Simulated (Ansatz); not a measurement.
The structure in question:

```
Sn O
1.0
     5.23226    0.00000    0.00000
     0.00000    3.45525    0.00000
     0.00000    0.00000    7.02275
Sn O
4 8
Direct
  0.76337 0.25000 0.41609
  0.23663 0.75000 0.58391
  0.73663 0.75000 0.91609
  0.26337 0.25000 0.08391
  0.47678 0.75000 0.13909
  0.62328 0.75000 0.60840
  0.52322 0.25000 0.86091
  0.37672 0.25000 0.39160
  0.02322 0.25000 0.63909
  0.87672 0.25000 0.10840
  0.12328 0.75000 0.89160
  0.97678 0.75000 0.36091
```

Work out the structure from the coordinates.

Answer. This is SnO2. Space group Pnma (No. 62), lattice primitive orthorhombic. Counting shared atoms by their share gives 4 Sn, 8 O, or 12 atoms. Each Sn atom is coordinated by seven O at 2.03 to 2.31 Å. O takes two kinds of site: 4c with three Sn in a trigonal pyramidal arrangement at 2.07 to 2.09 Å; 4c with four Sn in a distorted tetrahedral arrangement at 2.03 to 2.31 Å. The bonds build a three-dimensional framework.

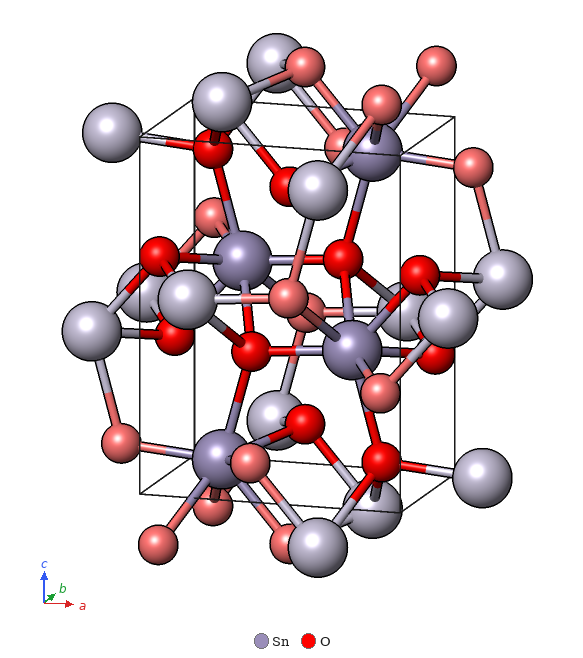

This ball-and-stick model is shown slightly off an axis. The wireframe shows the conventional unit cell. Every bond is drawn to its end, so some atoms lie outside the box, in fainter colours.

It derives from a structure listed in the Materials Project. Earlier steps of the study may have refined or changed the cell and positions. It went into a calculation with Ansatz.
